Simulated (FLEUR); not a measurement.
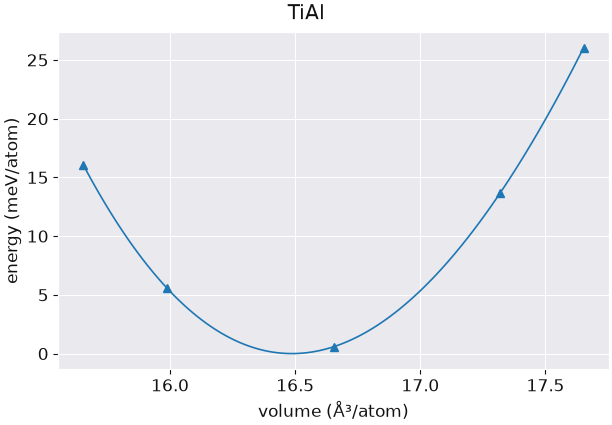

The picture above shows the energy against volume for TiAl, space group P-6m2 (No. 187).

Starting cell:
```cif
data_structure
_symmetry_space_group_name_H-M 'P 1'
_symmetry_Int_Tables_number 1
_cell_length_a 2.8673
_cell_length_b 2.8673
_cell_length_c 4.6781
_cell_angle_alpha 90.000
_cell_angle_beta 90.000
_cell_angle_gamma 120.000
_cell_volume 33.31
loop_
_atom_site_label
_atom_site_type_symbol
_atom_site_fract_x
_atom_site_fract_y
_atom_site_fract_z
_atom_site_occupancy
Ti1 Ti 0.00000 0.00000 0.00000 1
Al1 Al 0.33333 0.66667 0.50000 1
```

How it was computed, with FLEUR MaX-R8.1 (later development tree): all-electron LAPW DFT, no spin polarisation; energies at scaled volumes of the given cell, shape and fractions fixed, counted from the fit's minimum, third-order Birch-Murnaghan fit. Level: SCAN.

- k mesh: 11×11×6
- occupations: Fermi–Dirac
- smearing width: 0.05 eV
- potentials: all electron
- program settings: basis FLAPW, kmax 4.3 1/bohr

This calculation gives: equilibrium volume 16.49 Å³/atom and bulk modulus 113 GPa.

Now the level changes from SCAN to PBEsol. What happens?

The equilibrium volume falls from 16.49 to 16.21 Å³/atom (−1.7 %) and the bulk modulus hardly changes (113 and 112 GPa).

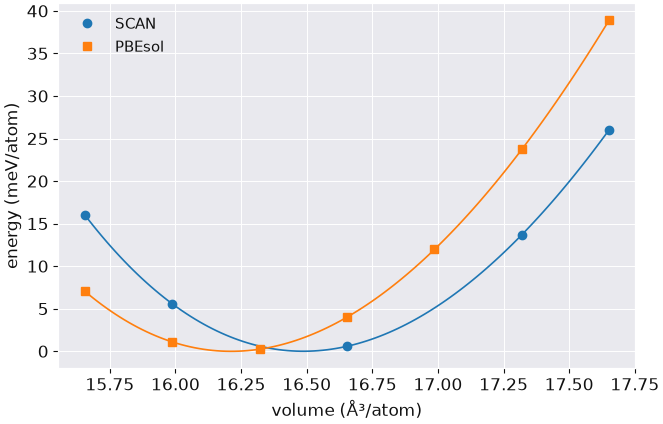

The two results together.

For both, limits of the calculation: shape and atomic fractions are frozen while scaling, which makes layered, chain and framework solids too stiff.

V0 and the bulk modulus come from third-order Birch–Murnaghan fits.
